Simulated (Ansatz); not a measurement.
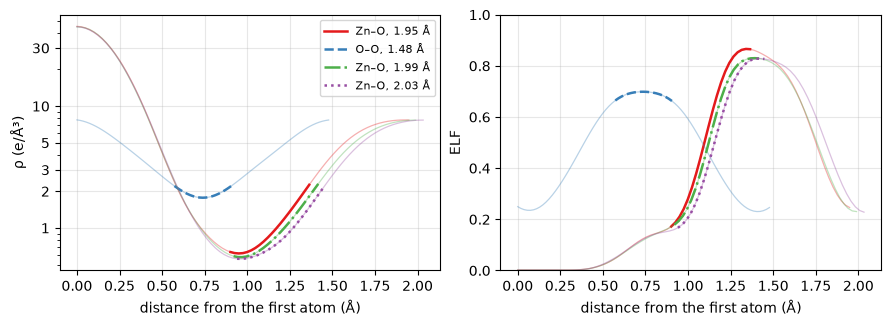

*Zn18O19 (cell charge −2, with a compensating background) (cell with a defect). Valence charge density (pseudo) and ELF along straight lines between neighbouring atoms. Thin, pale parts lie inside the atomic spheres.*

These are results of Ansatz 0.2.0, DFT PBE, scalar-relativistic, plane waves, PAW, not measurements.

The density is the valence pseudo-density of a PAW calculation; it isn't the true density close to the nuclei.

```
CELL_PARAMETERS angstrom
0.00000 -5.68007 -5.29318
-4.91908 2.84003 -5.29318
4.91908 2.84003 -5.29318
ATOMIC_POSITIONS crystal
Zn 0.35468 0.05596 0.06649
Zn 0.06919 0.39363 0.05295
Zn 0.39424 0.71869 0.39440
Zn 0.39882 0.39020 0.72129
Zn 0.06391 0.05741 0.38473
Zn 0.73184 0.67941 0.06642
Zn 0.73294 0.38854 0.38452
Zn 0.06559 0.72338 0.72107
Zn 0.74181 0.06677 0.68235
Zn 0.44831 0.43535 0.11504
Zn 0.11118 0.77252 0.11501
Zn 0.45020 0.10879 0.44564
Zn 0.45396 0.77864 0.78833
Zn 0.12039 0.44470 0.44519
Zn 0.80467 0.12857 0.12148
Zn 0.78429 0.77453 0.44589
Zn 0.11621 0.11366 0.77131
Zn 0.78909 0.44087 0.77161
O 0.25219 0.92451 0.92675
O 0.94700 0.27156 0.92316
O 0.27138 0.59567 0.26135
O 0.27304 0.26349 0.59568
O 0.93516 0.92657 0.26620
O 0.59996 0.57700 0.92689
O 0.60251 0.25948 0.26613
O 0.93909 0.59737 0.59562
O 0.60191 0.92636 0.59694
O 0.32781 0.31275 0.98285
O 0.98857 0.65229 0.98262
O 0.32257 0.98063 0.32696
O 0.32754 0.65206 0.65726
O 0.99569 0.32010 0.31492
O 0.59127 0.91579 0.00834
O 0.65618 0.64728 0.32684
O 0.00093 0.98370 0.64209
O 0.65920 0.32604 0.64192
O 0.71678 0.04358 0.94046
```

Question: What can be read from the curves?

Answer: Zn–O (1.95 Å): ρ at the midpoint is about 0.62 e/Å³; the ELF peaks at about 0.85 in the valence shell of O, 0.6 Å from its nucleus, and is about 0.25 at the midpoint; no localised pair shows between them.
O–O (1.48 Å): ρ is about 1.8 e/Å³ halfway; the ELF peaks at about 0.70 between the atoms.
Zn–O (1.99 Å): ρ at the midpoint is about 0.58 e/Å³; the ELF peaks at about 0.85 in the valence shell of O, 0.6 Å from its nucleus, and is about 0.25 at the midpoint: no localised pair shows between them.
Zn–O (2.03 Å): ρ at the midpoint is about 0.57 e/Å³; the ELF peaks at about 0.85 in the valence shell of O, 0.6 Å from its nucleus, and is about 0.20 at the midpoint; no localised pair shows between them.
